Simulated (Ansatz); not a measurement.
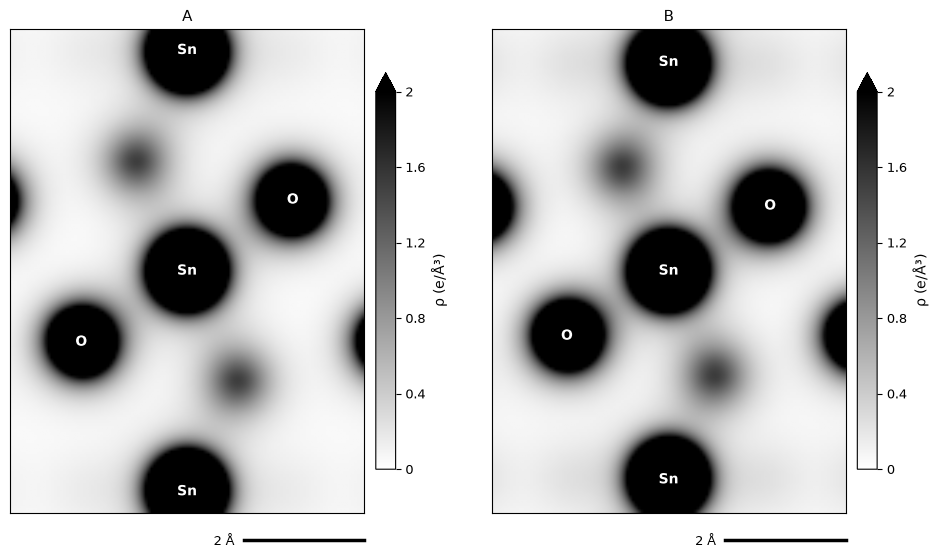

SnO₂. The valence pseudo-density of two cells that differ in size, on the (110) plane of each (indices in the axes of the calculation cell), at one length scale and on one colour scale; one has 9.8 and the other 11.6 Å³ an atom.

Space group Pa-3; a structure from a database of computed crystals, not necessarily the ambient phase.

Theory: Kohn-Sham DFT of a periodic cell, LDA, Ansatz PAW in Ansatz.

The density is the valence pseudo-density of a PAW calculation; it isn't the true density close to the nuclei.

Which is the denser cell? Describe the effect of the change.

Answer. Panel B is the smaller cell, by 15 % in volume. From the larger cell to the smaller, Sn–O goes from 2.11 to 2.00 Å, and the density at its midpoint from 0.6 to 0.76 e/Å³; the pressure goes from −12 to 30 GPa; the Kohn–Sham gap goes from 0.47 eV to 2.3 eV.
